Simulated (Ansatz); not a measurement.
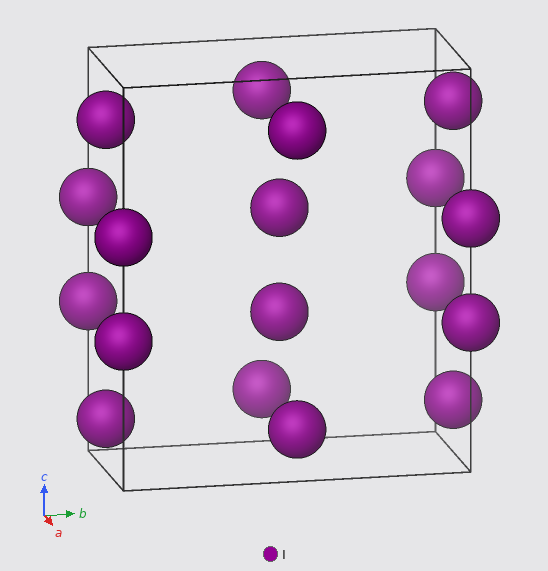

Structure drawing (spheres-only), viewed slightly off an axis. The edges of the conventional unit cell are marked.

I, space group Fmmm (No. 69), a = 4.343 Å, b = 9.326 Å, c = 10.919 Å, α = 90.00°, β = 90.00°, γ = 90.00°. The structure was taken from a structure type filled with this element by a generator (whether the element takes this form wasn't checked). Earlier steps of the study, as a rule a relaxation of our own, may have changed the cell and positions, so they can lie some per cent off the listed ones. It was the input of a calculation with Ansatz.

This one geometry was computed with Ansatz (DFT, plane waves, PAW) at three levels of theory: LDA, PBE and PBE with spin-orbit coupling.

Q: Which level gives the highest pressure at this volume, and what does that say about its equilibrium volume?

A: Highest: PBE (0.0 GPa) and PBE with spin-orbit coupling (0.3 GPa), which points to the largest equilibrium volume. Lowest, with the smallest volume: LDA (-1.6 GPa). Levels within 0.5 GPa of each other can't be told apart.

Q: How does the band gap change with the level of theory?

A: LDA: a gap of 0.02 eV, direct; PBE: a gap of 0.03 eV, indirect; PBE with spin-orbit coupling: a gap of 0.20 eV, indirect.

Q: Collect the results in a table.

A:
| level | cutoff (eV) | k-mesh of the run's cell | gap (eV) | pressure (GPa) |
| --- | --- | --- | --- | --- |
| LDA | 420 | 10×10×10 | 0.02 | -1.6 |
| PBE | 420 | 10×10×10 | 0.03 | 0.0 |
| PBE with spin-orbit coupling | 420 | 10×10×10 | 0.20 | 0.3 |

Gaps are taken on the k-mesh or band path of each run.
